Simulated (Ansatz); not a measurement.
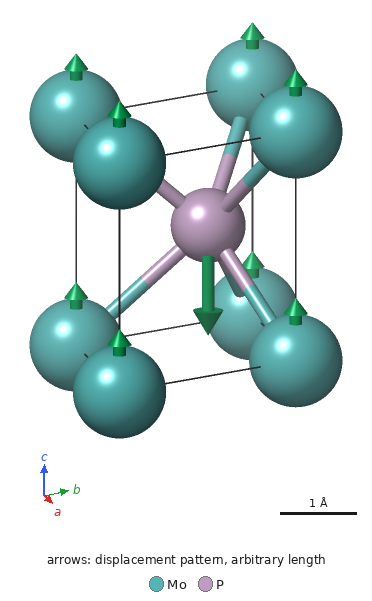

Lattice vibrations of crystalline MoP relaxed at 22 GPa, at the zone centre. The optical levels lie at 457 (×2), 475 cm⁻¹. One mode is drawn. The green arrows are the displacements of the atoms (eigenvector over the root of the mass), of arbitrary overall length and sign. Style: ball-and-stick. Shown: the cell of the calculation, slightly off an axis.

Computed with DFT LDA, scalar-relativistic, plane waves, PAW in Ansatz. Set-up: plane-wave cutoff 420 eV; k-point mesh 18 × 18 × 14; occupations fermi dirac; smearing width 0.15 eV; target pressure 22 GPa; no spin polarisation.

The frequencies depend somewhat on the k-mesh and the smearing.

Q: Which of these frequencies is the drawn mode's?

A: The level at 475 cm⁻¹. This is the A₂″ mode, the highest optical level, infrared-active by symmetry. The P sublattice moves against the Mo sublattice, along c; the kinetic energy is shared as P 76 %, Mo 24 %. The crystal is a metal, so free carriers screen the infrared response.
